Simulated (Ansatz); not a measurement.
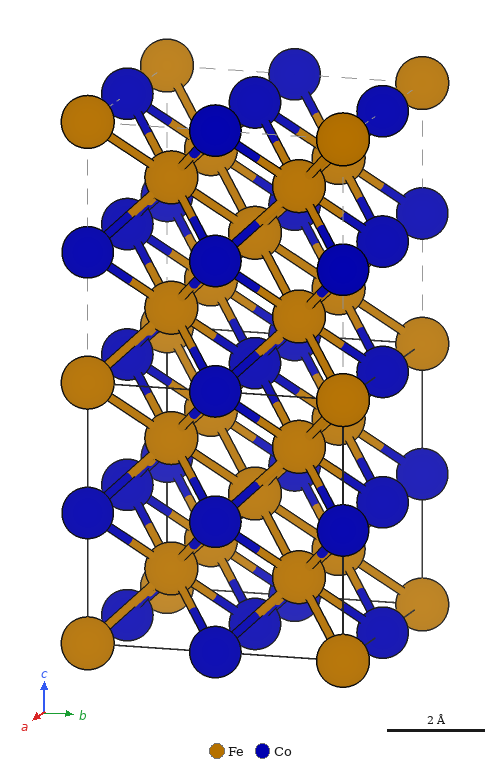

We look at a ball-and-stick model of the crystal slightly off an axis. One conventional unit cell is drawn solid; the view covers 1×1×2 cells. Cell: a = 5.542 Å, b = 5.542 Å, c = 5.542 Å, α = 90.00°, β = 90.00°, γ = 90.00°.

- Its composition is Fe₅Co₃.
- The symmetry is that of Im-3m (No. 229), on a body-centred cubic lattice.
- Cell content 10 Fe, 6 Co; Z = 2.
- Co is linked to eight Fe in a cubic arrangement at about 2.4 Å. Fe takes two kinds of site: 2a with eight Fe in a cubic arrangement at about 2.4 Å; 8c with six Co and two Fe in a cubic arrangement (about 2.4 Å to Co, 2.4 Å to Fe). Not all metal-metal contacts are counted.
- The bonds build a three-dimensional framework.

The initial geometry was a structure listed in the Materials Project. Earlier steps of the study may have refined or changed the cell and positions. It was run through Ansatz as a DFT input.

At this level of theory the cell isn't at rest (compressed, at 19 GPa), so its distances can differ from those at equilibrium, the more so the softer the solid.
